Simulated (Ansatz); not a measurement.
Ga$_{4}$As$_{3}$P

Input file:

```
crystal:
  lattice:
    - [5.6758742402, 0.0, 0.0]
    - [0.0, 5.6758742402, 0.0]
    - [0.0, 0.0, 5.6758742402]
  atoms:
    - { symbol: Ga, position: [0.7454672584, 0.7454672584, 0.7454672584] }
    - { symbol: Ga, position: [0.7454672584, 0.2545327416, 0.2545327416] }
    - { symbol: Ga, position: [0.2545327416, 0.7454672584, 0.2545327416] }
    - { symbol: Ga, position: [0.2545327416, 0.2545327416, 0.7454672584] }
    - { symbol: P, position: [0.5, 0.5, 0.5] }
    - { symbol: As, position: [0.0, 0.0, 0.5] }
    - { symbol: As, position: [0.0, 0.5, 0.0] }
    - { symbol: As, position: [0.5, 0.0, 0.0] }
basis:
  ecutwfc: 420
kpoints:
  mp_grid: { grid: [6, 6, 6] }
hamiltonian:
  xc: pbe
scf:
  occupations: { method: gaussian, width: 0.02 }
output:
  forces: true
  stress: true
  eigenvalues: true
  write_density: true
  write_potential: true
  elf: true
  volumetric_format: npy
relax:
  adjacent_minimum: "off"
  f_tol: 0.01
  max_steps: 80
  cell: { stress_tol: 0.05 }
```

Command:

```sh
ansatz run input.yaml --threads 1 --pin off --max-ram 2560MiB --backend cpu --events-out ev --progress --plain --runs-dir out
```

Below, planes, directions and counts refer to the conventional cell (a = 5.68 Å, b = 5.68 Å, c = 5.68 Å, α = 90.00°, β = 90.00°, γ = 90.00°).

The fields are those of the run's last geometry, not of the input's.

Space group P-43m; a structure generated by program, which may or may not match a known phase.

All numbers below come from DFT PBE, scalar-relativistic, plane waves, PAW (Ansatz).

The density is the valence pseudo-density of a PAW calculation; it isn't the true density close to the nuclei.

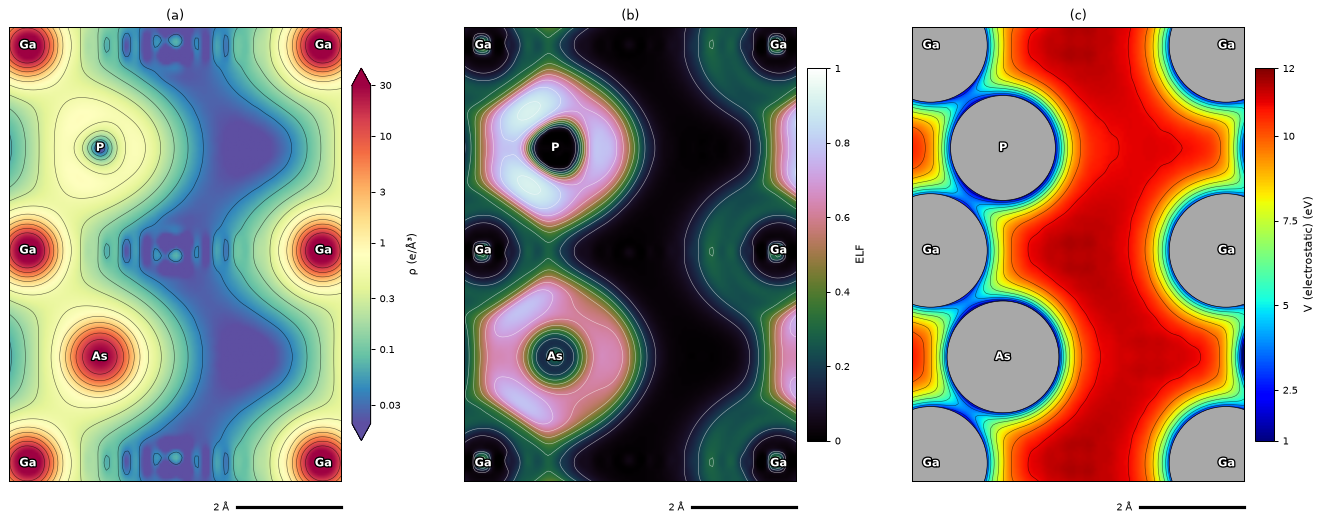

Figure 1. (a) valence charge density (pseudo); (b) electron localisation function; (c) electrostatic potential energy of an electron on the (101) plane of the conventional cell. Grey discs cover the atomic cores in the potential map.

What do the fields say about this system?

The plane passes through Ga, P and As nuclei. Ga–P (2.41 Å): ρ at the midpoint is about 0.5 e/Å³; the ELF peaks at about 0.90 in the valence shell of P, 0.9 Å from its nucleus, and is about 0.75 at the midpoint. Ga–As (2.48 Å): the density is about 0.48 e/Å³ at the midpoint; the ELF peaks at about 0.80 between the atoms: a covalent bond. The density dies away to nearly zero in the voids. Outside the cores the potential energy rises away from the atoms and is highest about 2.2 Å from the nearest atoms; its zero is arbitrary.

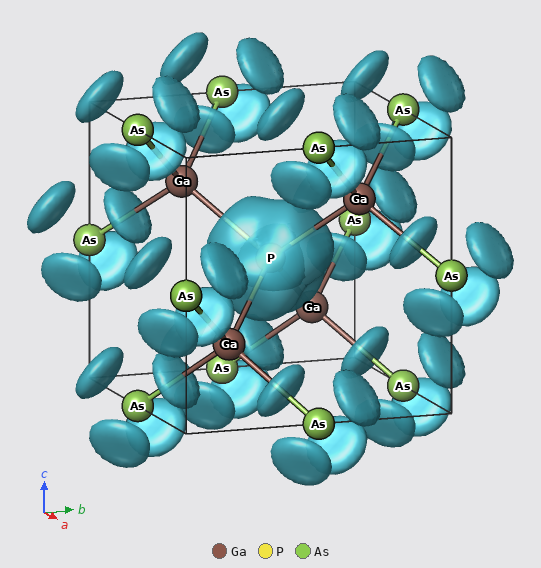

Figure 2. Isosurface of the ELF at 0.7 (cyan), seen slightly off an axis. Only the valence region is drawn (cores and ρ < 0.01 e/Å³ removed). Sticks mark near contacts.

What do the ELF domains correspond to?

The ELF exceeds this value in twelve regions between bonded As–Ga atoms (shared pairs) and one region wrapped around P (its valence shell), counted in one cell of 8 atoms. Any copies at cell faces, edges or corners count once.

Does the calculation give a band gap?

It is gapped, with a Kohn–Sham gap of 0.49 eV on the k-point mesh (the band edges may lie off the mesh, which would make the gap smaller).
